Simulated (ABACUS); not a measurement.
Run report: TiB2, tune calculation (part 2 of 2)

TiB2 (P1, 3 atoms in the cell); Kohn-Sham DFT of a periodic cell, PBE, SPMS ONCV 1.0 PBE, no spin polarisation (ABACUS 3.10.1); cutoff 1142.88 eV, 6×6×5 k-mesh, marzari-vanderbilt of 0.1 eV. The structure derives from an entry of the Crystallography Open Database. It belongs to a series of runs on one base structure; here: mixing_ndim: 4.

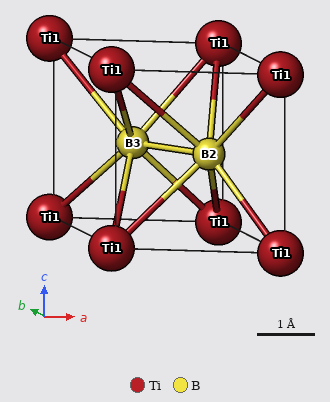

**Figure 1.** The structure (ball-and-stick view of the cell of the calculation, seen slightly off an axis; atoms are numbered from 1 in the order of the input).

## Log, continued
```
 Density error is 0.0154562461338
                          Error Threshold = 0.00295300822462
----------------------------------------------------------
     Energy           Rydberg                 eV
----------------------------------------------------------
 E_KohnSham     -129.3037588618      -1759.2678933380
 E_Harris       -130.1911748971      -1771.3418079153
 E_Fermi        1.1308569712         15.3860984319
----------------------------------------------------------

 PW ALGORITHM --------------- ION=   1  ELEC=   4--------------------------------

 Density error is 0.00100189098819
                          Error Threshold = 8.58680340769e-05
----------------------------------------------------------
     Energy           Rydberg                 eV
----------------------------------------------------------
 E_KohnSham     -129.3062521519      -1759.3018162902
 E_Harris       -129.5302194908      -1762.3490482651
 E_Fermi        1.1196232995         15.2332564864
----------------------------------------------------------

 PW ALGORITHM --------------- ION=   1  ELEC=   5--------------------------------

 Density error is 2.29905235541e-05
                          Error Threshold = 5.5660610455e-06
----------------------------------------------------------
     Energy           Rydberg                 eV
----------------------------------------------------------
 E_KohnSham     -129.3065349871      -1759.3056644614
 E_Harris       -129.2805494378      -1758.9521129247
 E_Fermi        1.1159799629         15.1836863486
----------------------------------------------------------

 PW ALGORITHM --------------- ION=   1  ELEC=   6--------------------------------

 Density error is 1.34747375935e-06
                          Error Threshold = 1.27725130856e-07
----------------------------------------------------------
     Energy           Rydberg                 eV
----------------------------------------------------------
 E_KohnSham     -129.3065392142      -1759.3057219735
 E_Harris       -129.2976615017      -1759.1849344986
 E_Fermi        1.1162080422         15.1867895272
----------------------------------------------------------

 PW ALGORITHM --------------- ION=   1  ELEC=   7--------------------------------

 Density error is 1.3795530902e-07
                          Error Threshold = 7.48596532974e-09
----------------------------------------------------------
     Energy           Rydberg                 eV
----------------------------------------------------------
 E_KohnSham     -129.3065394322      -1759.3057249391
 E_Harris       -129.3037977288      -1759.2684221510
 E_Fermi        1.1162949707         15.1879722501
----------------------------------------------------------

 PW ALGORITHM --------------- ION=   1  ELEC=   8--------------------------------

 Density error is 4.97217257493e-10
                          Error Threshold = 7.66418383446e-10
----------------------------------------------------------
     Energy           Rydberg                 eV
----------------------------------------------------------
 E_KohnSham     -129.3065394603      -1759.3057253221
 E_KS(sigma->0) -129.3064666544      -1759.3047347466
 E_Harris       -129.3065121022      -1759.3053530959
 E_band         -6.7356242913        -91.6428699488
 E_one_elec     -27.6810917830       -376.6205751096
 E_Hartree      23.1117831770        314.4519421473
 E_xc           -22.2083930132       -302.1606884035
 E_Ewald        -102.5286922292      -1394.9744228051
 E_entropy(-TS) -0.0001456119        -0.0019811511
 E_descf        0.0000000000         0.0000000000
 E_exx          0.0000000000         0.0000000000
 E_Fermi        1.1163389532         15.1885706627
----------------------------------------------------------

 charge density convergence is achieved
 final etot is -1759.3057253 eV
 EFERMI = 15.188570663 eV

 STATE ENERGY(eV) AND OCCUPATIONS    NSPIN == 1
 1/23 kpoint (Cartesian) = 0.0000 0.0000 0.0000 (2255 pws)
       1       -41.6651      0.0111111
       2       -18.0298      0.0111111
       3       -17.6853      0.0111111
       4       -17.6814      0.0111111
       5        1.78509      0.0111111
       6        12.5171      0.0111111
       7        12.7178      0.0111111
       8        12.8845      0.0111111
       9        13.3925      0.0111111
      10        17.1564        0.00000
      11        17.2079        0.00000
      12        18.6348        0.00000
      13        18.9610        0.00000

 2/23 kpoint (Cartesian) = 0.055020 0.031766 0.0000 (2253 pws)
       1       -41.6515      0.0222222
       2       -18.0126      0.0222222
       3       -17.7864      0.0222222
       4       -17.7076      0.0222222
       5        2.31151      0.0222222
       6        11.2861      0.0222222
       7        12.5380      0.0222222
       8        12.5992      0.0222222
       9        13.4579      0.0222222
      10        17.0199        0.00000
      11        17.5615        0.00000
      12        18.0202        0.00000
      13        18.0924        0.00000

 3/23 kpoint (Cartesian) = 0.11004 0.063532 0.0000 (2244 pws)
       1       -41.6241      0.0222222
       2       -17.9898      0.0222222
       3       -17.9772      0.0222222
       4       -17.7545      0.0222222
       5        3.78440      0.0222222
       6        8.63364      0.0222222
       7        12.1893      0.0222222
       8        12.2200      0.0222222
       9        13.3055      0.0222222
      10        16.7732        0.00000
      11        17.6477        0.00000
      12        17.8816        0.00000
      13        18.8105        0.00000

 4/23 kpoint (Cartesian) = 0.16506 0.095297 0.0000 (2242 pws)
       1       -41.6104      0.0111111
       2       -18.0881      0.0111111
       3       -17.9606      0.0111111
       4       -17.7777      0.0111111
       5        5.86443      0.0111111
       6        6.09749      0.0111111
       7        12.0055      0.0111111
       8        12.0783      0.0111111
       9        13.0060      0.0111111
      10        16.6526        0.00000
      11        18.0869        0.00000
      12        18.5342        0.00000
      13        18.6297        0.00000

 5/23 kpoint (Cartesian) = 0.0000 0.063532 0.0000 (2253 pws)
       1       -41.6514      0.0222222
       2       -18.0124      0.0222222
       3       -17.7893      0.0222222
       4       -17.7051      0.0222222
       5        2.31501      0.0222222
       6        11.4165      0.0222222
       7        12.3677      0.0222222
       8        12.5461      0.0222222
       9        13.4861      0.0222222
      10        17.0037        0.00000
      11        17.5329        0.00000
      12        18.0338        0.00000
      13        18.2033        0.00000

 6/23 kpoint (Cartesian) = 0.055020 0.095297 0.0000 (2245 pws)
       1       -41.6309      0.0222222
       2       -17.9866      0.0222222
       3       -17.9221      0.0222222
       4       -17.7608      0.0222222
       5        3.32019      0.0222222
       6        9.91828      0.0222222
       7        11.0507      0.0222222
       8        12.3058      0.0222222
       9        14.2460      0.0222222
      10        16.3401        0.00000
      11        16.9201        0.00000
      12        18.0925        0.00000
      13        19.4872        0.00000

[... levels at 17 further k points ...]

------------------------------------------------------------------------------------------
 TOTAL-FORCE (eV/Angstrom)
------------------------------------------------------------------------------------------
                       Ti1         1.3492767870         0.9071430960        -0.7563509027
                        B1        -0.2784070966        -0.9932560893         0.3621696212
                        B2        -1.0708696904         0.0861129934         0.3941812815
------------------------------------------------------------------------------------------

----------------------------------------------------------------
 TOTAL-STRESS (KBAR)
----------------------------------------------------------------
        33.4602248820         0.2424590752       -14.0464706334
         0.2424590752        16.1369644440        -9.5296059286
       -14.0464706334        -9.5296059286        11.3961641261
----------------------------------------------------------------
 TOTAL-PRESSURE: 20.331118 KBAR

 --------------------------------------------
 !FINAL_ETOT_IS -1759.3057253221429619 eV
 --------------------------------------------
```

## Standard output
```
ABACUS v3.10.1

               Atomic-orbital Based Ab-initio Computation at UStc

%%%%%%%%%%%%%%%%%%%%%%%%%%%%%%%%%%%%%%%%%%%%%%%%%%%%%%%%%%%%%%%%%%%%%%%%%%%%%%%%%%%%%%%%%%%%%%%%%%%%%%%%%
 Warning: the number of valence electrons in pseudopotential > 4 for Ti: [Ar] 3d2 4s2
 Pseudopotentials with additional electrons can yield (more) accurate outcomes, but may be less efficient.
 If you're confident that your chosen pseudopotential is appropriate, you can safely ignore this warning.
%%%%%%%%%%%%%%%%%%%%%%%%%%%%%%%%%%%%%%%%%%%%%%%%%%%%%%%%%%%%%%%%%%%%%%%%%%%%%%%%%%%%%%%%%%%%%%%%%%%%%%%%%

 UNIFORM GRID DIM        : 36 * 36 * 36
 UNIFORM GRID DIM(BIG)   : 36 * 36 * 36
 ---------------------------------------------------------
 Self-consistent calculations for electrons
 ---------------------------------------------------------
 SPIN    KPOINTS         PROCESSORS  THREADS
 1       92              4           4
 ---------------------------------------------------------
 Use plane wave basis
 ---------------------------------------------------------
 ELEMENT NATOM       XC
 Ti      1
 B       2
 ---------------------------------------------------------
 Initial plane wave basis and FFT box
 ---------------------------------------------------------
 -------------------------------------------
 SELF-CONSISTENT :
 -------------------------------------------
 START CHARGE      : atomic
 ITER       ETOT/eV          EDIFF/eV         DRHO     TIME/s
 DA1     -1.75608866e+03   0.00000000e+00   5.3154e-01   1.26
 DA2     -1.75686436e+03  -7.75701893e-01   8.1712e-01   1.23
 DA3     -1.75926789e+03  -2.40353422e+00   1.5456e-02   1.00
 DA4     -1.75930182e+03  -3.39229522e-02   1.0019e-03   1.12
 DA5     -1.75930566e+03  -3.84817118e-03   2.2991e-05   1.15
 DA6     -1.75930572e+03  -5.75121011e-05   1.3475e-06   1.23
 DA7     -1.75930572e+03  -2.96566277e-06   1.3796e-07   1.24
 DA8     -1.75930573e+03  -3.83016611e-07   4.9722e-10   1.04
----------------------------------------------------------------
 TOTAL-STRESS (KBAR)
----------------------------------------------------------------
        33.4602248820         0.2424590752       -14.0464706334
         0.2424590752        16.1369644440        -9.5296059286
       -14.0464706334        -9.5296059286        11.3961641261
----------------------------------------------------------------
 TOTAL-PRESSURE: 20.331118 KBAR
```

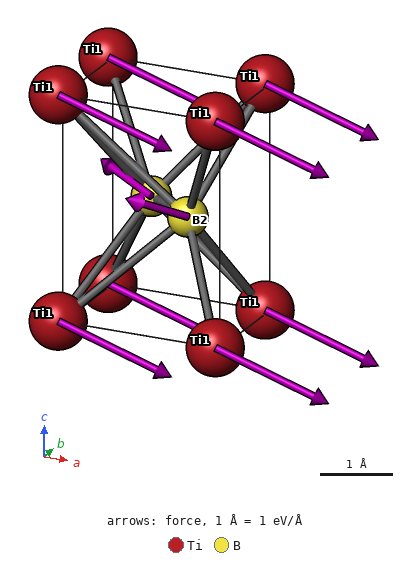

**Figure 2.** Forces on the atoms as pink arrows (ball-and-stick view of the cell of the calculation, seen slightly off an axis; atoms are numbered from 1 in the order of the input). The largest act on Ti1 (1.79 eV/Å); B3 (1.14 eV/Å); B2 (1.09 eV/Å). The geometry is not a stationary point of this energy.

The run was set up as follows.

## The input
```
INPUT_PARAMETERS
suffix              TiB2
calculation         scf
basis_type          pw
pseudo_dir          ./
symmetry            1
dft_functional      pbe
ecutwfc             84
pseudo_rcut         7
nspin               1
nbands              13
ks_solver           dav
smearing_method     mv
smearing_sigma      0.00734986
scf_thr             1e-08
scf_nmax            60
mixing_type         broyden
mixing_beta         0.7
cal_force           1
cal_stress          1
mixing_ndim         4
kpar                4
```

## File STRU
```
ATOMIC_SPECIES
Ti 47.8670 22_Ti_12_2.0_2.8_pbe_n_v1.0.upf
B 10.8100 05_B_3_1.5_1.7_pbe_n_v1.0.upf

LATTICE_CONSTANT
1.8897261246

LATTICE_VECTORS
3.0292000000 0.0000000000 0.0000000000
-1.5146000000 2.6233641531 0.0000000000
0.0000000000 0.0000000000 3.2284000000

ATOMIC_POSITIONS
Direct

Ti
0.0
1
-0.0276350000 -0.0069510000 0.0010690000 1 1 1

B
0.0
2
0.6826080000 0.3569580000 0.4845140000 1 1 1
0.3488050000 0.6756240000 0.4835020000 1 1 1
```

## File KPT
```
K_POINTS
0
Gamma
6 6 5 0 0 0
```

Launch command:
```bash
OMP_NUM_THREADS=1 mpirun -np 4 abacus > log
```

## Summary

```csv
quantity,value
outcome,converged
space group (tolerance 0.01 Å),P1 (1)
electrons treated,18
free energy,−1759.3057 eV
Fermi energy of the self-consistent step,15.189 eV
gap on the k-point mesh,none (metallic)
pressure,2.03 GPa
largest force (length of the vector),1.793 eV/Å
hardware,"4 threads of Intel Xeon (Granite Rapids), 12 GiB of memory available, shared host"
wall time,10 s (CPU time 40 s)
peak memory,0.32 GiB
```
